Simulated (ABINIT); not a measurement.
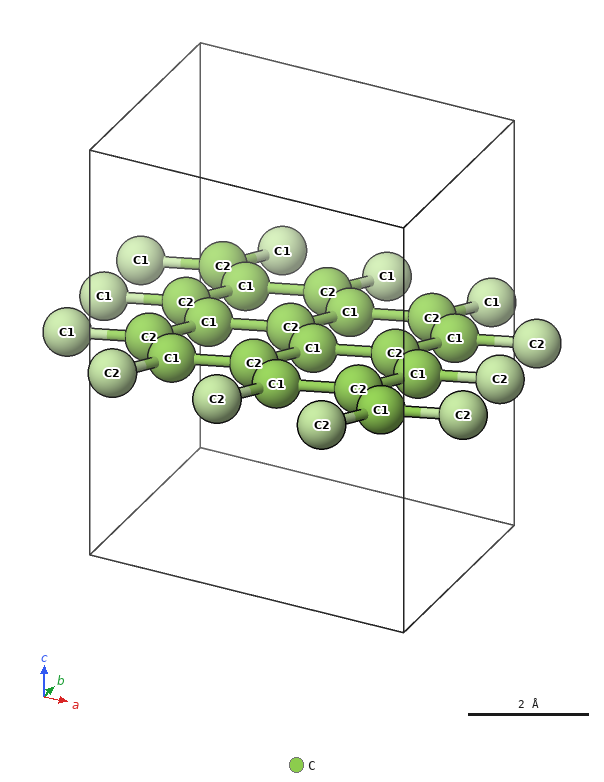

**Figure 1.** The structure (ball-and-stick view of the 3 × 3 repeat of the cell, with the vacuum cut short, seen slightly off an axis; neighbours outside the cell are drawn fainter; atoms are numbered from 1 in the order of the input). An atom can appear more than once, as a periodic image.

C: single-point calculation

- system: C (P6/mmm, 2 atoms in the cell)
- method: Kohn-Sham DFT of a periodic cell, PBE, PseudoDojo NC SR PBE v0.4.1 standard, no spin polarisation (ABINIT 10.8.3)

The structure derives from a Materials Project entry.

Output:
```
.Version 10.8.3 of ABINIT
 Symmetries : space group P6/m m m (#191); Bravais hP (primitive hexag.)
================================================================================
 Values of the parameters that define the memory need of the present run
     intxc =       0    ionmov =       0      iscf =       7    lmnmax =       4
     lnmax =       4     mgfft =      90  mpssoang =       2    mqgrid =    4038
     natom =       2  nloc_mem =       1    nspden =       1   nspinor =       1
    nsppol =       1      nsym =      24    n1xccc =    2501    ntypat =       1
    occopt =       3   xclevel =       2
       mpw =        2492          nfft =       51840          nkpt =          24
================================================================================
================================================================================

--------------------------------------------------------------------------------
------------- Echo of variables that govern the present computation ------------
--------------------------------------------------------------------------------
 -outvars: echo values of preprocessed input variables --------
            acell      4.6414889220E+00  4.6414889221E+00  1.6107653891E+01 Bohr
              amu      1.20110000E+01
             ecut      3.10000000E+01 Hartree
              ixc          11
         kptrlatt        9    0    0      0    9    0      0    0    2
          kptrlen      4.17734003E+01
            natom           2
            nband           8
            ngfft          24      24      90
             nkpt          24
            nstep         100
             nsym          24
           ntypat           1
           occopt           3
           prtden           0
        prtebands           0
           prteig           0
            prtwf           0
            rprim      1.0000000000E+00  0.0000000000E+00  0.0000000000E+00
                      -5.0000000000E-01  8.6602540380E-01  0.0000000000E+00
                       0.0000000000E+00  0.0000000000E+00  1.0000000000E+00
          spgroup         191
           tolvrs      1.00000000E-10
           tsmear      1.83747000E-03 Hartree
            typat      1  1
           xangst      1.2280850802E+00  7.0903525170E-01  0.0000000000E+00
                      -1.7639207446E-11  1.4180705034E+00  0.0000000000E+00
            xcart      2.3207444610E+00  1.3398824393E+00  0.0000000000E+00
                      -3.3333271151E-11  2.6797648787E+00  0.0000000000E+00
             xred      6.6666666667E-01  3.3333333333E-01  0.0000000000E+00
                       3.3333333333E-01  6.6666666667E-01  0.0000000000E+00
            znucl        6.00000

================================================================================

 chkinp: Checking input parameters for consistency.

================================================================================
== DATASET  1 ==================================================================

--- !DatasetInfo
iteration_state: {dtset: 1, }
dimensions: {natom: 2, nkpt: 24, mband: 8, nsppol: 1, nspinor: 1, nspden: 1, mpw: 2492, }
cutoff_energies: {ecut:  31.0, pawecutdg:  -1.0, }
electrons: {nelect:   8.00000000E+00, charge:   0.00000000E+00, occopt:   3.00000000E+00, tsmear:   1.83747000E-03, }
meta: {optdriver: 0, ionmov: 0, optcell: 0, iscf: 7, paral_kgb: 0, }
...

 Exchange-correlation functional for the present dataset will be:
  GGA: Perdew-Burke-Ernzerhof functional - ixc=11
  J.P.Perdew, K.Burke, M.Ernzerhof, PRL 77, 3865 (1996)

 Real(R)+Recip(G) space primitive vectors, cartesian coordinates (Bohr,Bohr^-1):
 R(1)=  4.6414889  0.0000000  0.0000000  G(1)=  0.2154481  0.1243890  0.0000000
 R(2)= -2.3207445  4.0196473  0.0000000  G(2)=  0.0000000  0.2487780  0.0000000
 R(3)=  0.0000000  0.0000000 16.1076539  G(3)=  0.0000000  0.0000000  0.0620823
 Unit cell volume ucvol=  3.0052289E+02 bohr^3
 Angles (23,13,12)=  9.00000000E+01  9.00000000E+01  1.20000000E+02 degrees

 getcut: wavevector=  0.0000  0.0000  0.0000  ngfft=  24  24  90
         ecut(hartree)=     31.000   => boxcut(ratio)=   2.06304

--- Pseudopotential description ------------------------------------------------
- pspini: atom type   1  psp file is ./C.upf
12 -101130 1 -1 1248                          pspcod,pspxc,lmax,lloc,mmax
     nproj     2     2

   6.90154688E+01                                ecore*ucvol(ha*bohr**3)
--------------------------------------------------------------------------------

================================================================================

--- !BeginCycle
iteration_state: {dtset: 1, }
solver: {iscf: 7, nstep: 100, nline: 4, wfoptalg: 0, }
tolerances: {tolvrs: 1.00E-10, }
...

     iter   Etot(hartree)      deltaE(h)  residm     vres2
 ETOT  1  -12.011430220669    -1.201E+01 1.092E-01 4.669E+02
 ETOT  2  -12.043594023718    -3.216E-02 1.290E-02 1.104E+02
 ETOT  3  -12.044308737429    -7.147E-04 5.830E-03 6.461E+01
 ETOT  4  -12.044644721169    -3.360E-04 7.572E-03 3.828E+01
 ETOT  5  -12.044756578492    -1.119E-04 2.802E-03 2.524E+01
 ETOT  6  -12.044819041376    -6.246E-05 4.464E-04 1.636E+01
 ETOT  7  -12.044834196166    -1.515E-05 6.526E-04 1.267E+01
 ETOT  8  -12.044864254440    -3.006E-05 1.250E-03 5.145E+00
 ETOT  9  -12.044864268776    -1.434E-08 2.304E-04 5.062E+00
 ETOT 10  -12.044866408601    -2.140E-06 1.718E-04 3.581E+00
 ETOT 11  -12.044873871207    -7.463E-06 1.730E-04 1.101E+00
 ETOT 12  -12.044873806735     6.447E-08 5.353E-05 1.083E+00
 ETOT 13  -12.044873759647     4.709E-08 7.482E-05 9.791E-01
 ETOT 14  -12.044874557425    -7.978E-07 1.713E-04 2.060E-01
 ETOT 15  -12.044874672141    -1.147E-07 4.267E-05 1.485E-01
 ETOT 16  -12.044874751257    -7.912E-08 7.548E-05 5.171E-02
 ETOT 17  -12.044874813862    -6.261E-08 3.570E-05 8.878E-03
 ETOT 18  -12.044874809685     4.177E-09 2.360E-04 4.290E-03
 ETOT 19  -12.044874819642    -9.957E-09 9.055E-05 1.561E-04
 ETOT 20  -12.044874819847    -2.044E-10 5.811E-04 1.443E-05
 ETOT 21  -12.044874819871    -2.490E-11 1.940E-04 2.999E-06
 ETOT 22  -12.044874819879    -7.379E-12 1.166E-03 6.458E-07
 ETOT 23  -12.044874819884    -4.858E-12 2.733E-04 5.088E-08
 ETOT 24  -12.044874819885    -1.355E-12 1.336E-03 6.553E-10
 ETOT 25  -12.044874819883     2.382E-12 1.528E-04 3.778E-11

 At SCF step   25       vres2   =  3.78E-11 < tolvrs=  1.00E-10 =>converged.

 Cartesian components of stress tensor (hartree/bohr^3)
  sigma(1 1)= -2.29583836E-05  sigma(3 2)=  0.00000000E+00
  sigma(2 2)= -2.29583837E-05  sigma(3 1)=  0.00000000E+00
  sigma(3 3)=  4.98845363E-05  sigma(2 1)=  9.21989964E-15

--- !ResultsGS
iteration_state: {dtset: 1, }
comment   : Summary of ground state results
lattice_vectors:
- [  4.6414889,   0.0000000,   0.0000000, ]
- [ -2.3207445,   4.0196473,   0.0000000, ]
- [  0.0000000,   0.0000000,  16.1076539, ]
lattice_lengths: [   4.64149,    4.64149,   16.10765, ]
lattice_angles: [ 90.000,  90.000, 120.000, ] # degrees, (23, 13, 12)
lattice_volume:   3.0052289E+02
convergence: {deltae:  2.382E-12, res2:  3.778E-11, residm:  1.528E-04, diffor: null, }
etotal    :  -1.20448748E+01
entropy   :   0.00000000E+00
fermie    :  -1.90566409E-02
cartesian_stress_tensor: # hartree/bohr^3
- [ -2.29583836E-05,   9.21989964E-15,   0.00000000E+00, ]
- [  9.21989964E-15,  -2.29583837E-05,   0.00000000E+00, ]
- [  0.00000000E+00,   0.00000000E+00,   4.98845363E-05, ]
pressure_GPa:  -3.8912E-02
xred      :
- [  6.6667E-01,   3.3333E-01,   0.0000E+00,  C]
- [  3.3333E-01,   6.6667E-01,   0.0000E+00,  C]
cartesian_forces: # hartree/bohr
- [  2.32050126E-28,   2.27756145E-27,  -0.00000000E+00, ]
- [ -2.32050126E-28,  -2.27756145E-27,  -0.00000000E+00, ]
force_length_stats: {min:   2.28935218E-27, max:   2.28935218E-27, mean:   2.28935218E-27, }
...

 Integrated electronic density in atomic spheres:
 ------------------------------------------------
 Atom  Sphere_radius  Integrated_density
    1        2.00000          4.83730927
    2        2.00000          4.83730927
================================================================================

 ----iterations are completed or convergence reached----

 Mean square residual over all n,k,spin=   81.032E-08; max=  15.275E-05
 reduced coordinates (array xred) for    2 atoms
       0.666666666667      0.333333333333      0.000000000000
       0.333333333333      0.666666666667      0.000000000000
 rms dE/dt=  5.2027E-27; max dE/dt=  6.4623E-27; dE/dt below (all hartree)
    1      -0.000000000000     -0.000000000000      0.000000000000
    2       0.000000000000      0.000000000000      0.000000000000

 cartesian coordinates (angstrom) at end:
    1      1.22808508024860     0.70903525170240     0.00000000000000
    2     -0.00000000001764     1.41807050340480     0.00000000000000

 cartesian forces (hartree/bohr) at end:
    1      0.00000000000000     0.00000000000000    -0.00000000000000
    2     -0.00000000000000    -0.00000000000000    -0.00000000000000
 frms,max,avg= 1.3217581E-27 2.2775614E-27   0.000E+00  0.000E+00  0.000E+00 h/b

 cartesian forces (eV/Angstrom) at end:
    1      0.00000000000000     0.00000000000000    -0.00000000000000
    2     -0.00000000000000    -0.00000000000000    -0.00000000000000
 frms,max,avg= 6.7967534E-26 1.1711692E-25   0.000E+00  0.000E+00  0.000E+00 e/A
 length scales=  4.641488922000  4.641488922100 16.107653890600 bohr
              =  2.456170160515  2.456170160568  8.523803354236 angstroms
 Fermi (or HOMO) energy (hartree) =  -0.01906   Average Vxc (hartree)=  -0.18520
 Eigenvalues (hartree) for nkpt=  24  k points:
 kpt#   1, nband=  8, wtk=  0.00617, kpt=  0.0000  0.0000  0.0000 (reduced coord)
  -0.74114   -0.30257   -0.13144   -0.13144    0.08917    0.17420    0.23666    0.29223
      occupation numbers for kpt#   1
   2.00000    2.00000    2.00000    2.00000    0.00000    0.00000    0.00000    0.00000
 prteigrs : prtvol=0 or 1, do not print more k-points.

--- !EnergyTerms
iteration_state     : {dtset: 1, }
comment             : Components of total free energy in Hartree
kinetic             :  8.41469628595774E+00
hartree             :  1.89107842187477E+01
xc                  : -4.29751020645047E+00
Ewald energy        :  9.09046872196389E+00
psp_core            :  2.29651287557995E-01
local_psp           : -4.38292021155612E+01
non_local_psp       : -5.63637229639795E-01
internal            : -1.20447490374241E+01
'-kT*entropy'       : -1.25782458548845E-04
total_energy        : -1.20448748198827E+01
total_energy_eV     : -3.27757741008318E+02
band_energy         : -2.86154680316587E+00
...

 Cartesian components of stress tensor (hartree/bohr^3)
  sigma(1 1)= -2.29583836E-05  sigma(3 2)=  0.00000000E+00
  sigma(2 2)= -2.29583837E-05  sigma(3 1)=  0.00000000E+00
  sigma(3 3)=  4.98845363E-05  sigma(2 1)=  9.21989964E-15

-Cartesian components of stress tensor (GPa)         [Pressure= -3.8912E-02 GPa]
- sigma(1 1)= -6.75458966E-01  sigma(3 2)=  0.00000000E+00
- sigma(2 2)= -6.75458968E-01  sigma(3 1)=  0.00000000E+00
- sigma(3 3)=  1.46765373E+00  sigma(2 1)=  2.71258813E-10

== END DATASET(S) ==============================================================
================================================================================

 -outvars: echo values of variables after computation  --------
            acell      4.6414889220E+00  4.6414889221E+00  1.6107653891E+01 Bohr
           etotal     -1.2044874820E+01
            fcart      2.3205012602E-28  2.2775614462E-27 -0.0000000000E+00
                      -2.3205012602E-28 -2.2775614462E-27 -0.0000000000E+00
            rprim      1.0000000000E+00  0.0000000000E+00  0.0000000000E+00
                      -5.0000000000E-01  8.6602540380E-01  0.0000000000E+00
                       0.0000000000E+00  0.0000000000E+00  1.0000000000E+00
           strten     -2.2958383616E-05 -2.2958383675E-05  4.9884536298E-05
                       0.0000000000E+00  0.0000000000E+00  9.2198996377E-15
           xangst      1.2280850802E+00  7.0903525170E-01  0.0000000000E+00
                      -1.7639207446E-11  1.4180705034E+00  0.0000000000E+00
             xred      6.6666666667E-01  3.3333333333E-01  0.0000000000E+00
                       3.3333333333E-01  6.6666666667E-01  0.0000000000E+00
 Calculation completed.
```

This output came from the following input.

The input:
```
pp_dirpath "./"
pseudos "C.upf"

acell 4.641488922 4.6414889221 16.1076538906
rprim
     1.0000000000     0.0000000000     0.0000000000
    -0.5000000000     0.8660254038     0.0000000000
     0.0000000000     0.0000000000     1.0000000000
ntypat 1
znucl 6
natom 2
typat 1 1
xred
     0.6666666667     0.3333333333     0.0000000000
     0.3333333333     0.6666666667     0.0000000000

ecut 31.0

kptopt 1
ngkpt 9 9 2
nshiftk 1
shiftk 0.0 0.0 0.0

ixc 11

nband 8
occopt 3
tsmear 0.00183747

nstep 100
tolvrs 1.0e-10

iomode 3
prtwf 0
prtden 0
prteig 0
prtebands 0
```

Launched with:
```bash
mpirun --bind-to none -np 4 abinit run.abi > log 2>&1
```

Results in brief:

```csv
quantity,value
outcome,converged
space group (tolerance 0.01 Å),P6/mmm (191)
electrons treated,8
free energy,−327.7577 eV
Fermi energy,−0.519 eV
gap on the k-point mesh,none (metallic)
pressure,−0.04 GPa
largest force (length of the vector),under 0.001 eV/Å
hardware,"4 threads of Arm Neoverse V1, 24 GiB of memory available, shared host"
wall time,8.3 s (CPU time 33 s)
peak memory,0.24 GiB
```

Remarks:

Points of doubt noted for this run: cutoff too low for stress.
